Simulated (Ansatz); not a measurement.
Consider Zn5Se8.

Input file:

```
crystal:
  lattice:
    - [-0.8718, 4.528711, -6.767357]
    - [-5.216975, 0.914992, -6.800512]
    - [-6.137026, 5.382888, 0.021028]
  atoms:
    - { symbol: Zn, position: [0.5118429489, 0.0068627196, 0.4915612318] }
    - { symbol: Zn, position: [0.1776129328, 0.8891826154, 0.497772972] }
    - { symbol: Zn, position: [0.5144200872, 0.0193358687, 0.9837883218] }
    - { symbol: Zn, position: [0.3874786004, 0.6799576113, 0.9331844553] }
    - { symbol: Zn, position: [0.0234402649, 0.5322725583, 0.9702306582] }
    - { symbol: Se, position: [0.6461845215, 0.0794913979, 0.1447822085] }
    - { symbol: Se, position: [0.1091682712, 0.1108783715, 0.1449721468] }
    - { symbol: Se, position: [0.6143179593, 0.6064664515, 0.1329860778] }
    - { symbol: Se, position: [0.1350892748, 0.5851802322, 0.1539239349] }
    - { symbol: Se, position: [0.5790755083, 0.1466624048, 0.6309761528] }
    - { symbol: Se, position: [0.0974158642, 0.1200097571, 0.6572852228] }
    - { symbol: Se, position: [0.6213080439, 0.5961153034, 0.6245676288] }
    - { symbol: Se, position: [0.0847844157, 0.6349998659, 0.6237637547] }
basis:
  ecutwfc: 420
kpoints:
  mp_grid: { grid: [5, 5, 5] }
hamiltonian:
  xc: pbe
scf:
  occupations: { method: gaussian, width: 0.1 }
  n_extra_bands: 8
output:
  forces: true
  stress: true
  eigenvalues: true
  populations: true
  dos:
    method: { smearing: { sigma: 0.1, scheme: gaussian } }
    projected: true
    de: 0.02
  write_density: true
  write_potential: true
  elf: true
  volumetric_format: npy
```

Command:

```sh
ansatz run input.yaml --threads 4 --pin off --max-ram 9216MiB --backend cpu --events-out ev --progress --plain --runs-dir out
```

Below, planes, directions and counts refer to the conventional cell (a = 5.65 Å, b = 8.16 Å, c = 8.19 Å, α = 116.27°, β = 105.48°, γ = 99.00°).

Space group P1; a generated structure, not necessarily the stable one.

All numbers below come from DFT PBE, scalar-relativistic, plane waves, PAW (Ansatz 0.2.0).

What can the converged valence pseudo-density and electron localisation function tell about the bonding?

Answer. Zn–Se (2.42 Å): the density is about 0.5 e/Å³ at the midpoint; the ELF is about 0.60 at the midpoint.
Zn–Se (2.45 Å): ρ is about 0.47 e/Å³ halfway; the ELF is about 0.60 at the midpoint.
Zn–Se (2.65 Å): ρ is about 0.32 e/Å³ halfway; the ELF is about 0.50 at the midpoint.

Metal or insulator at this level of theory?

Answer. It is metallic or semimetallic at this level of theory: no gap opens.

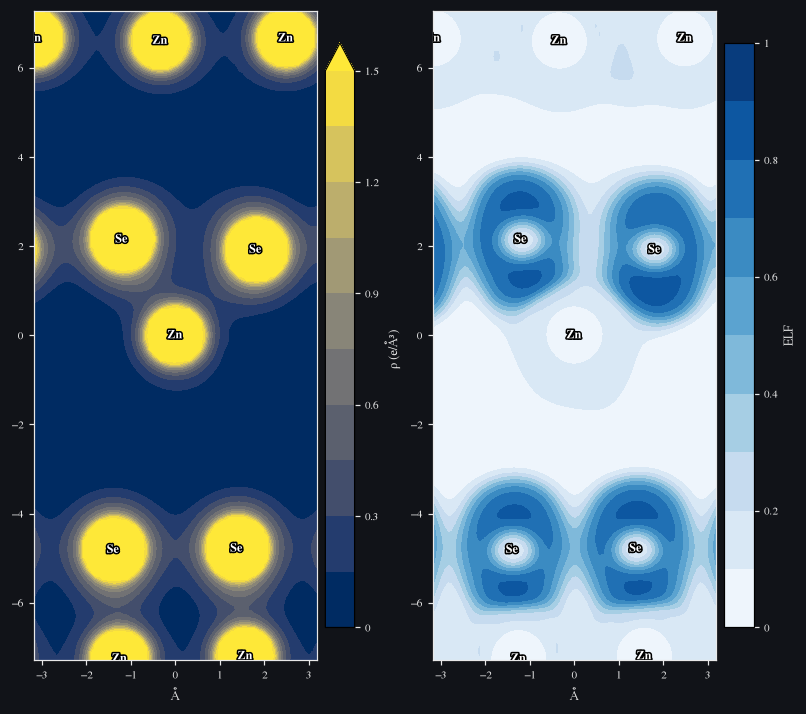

Computed valence pseudo-density and electron localisation function on the (011) plane of the conventional cell, in this order. 

The density is the valence pseudo-density of a PAW calculation; it isn't the true density close to the nuclei.
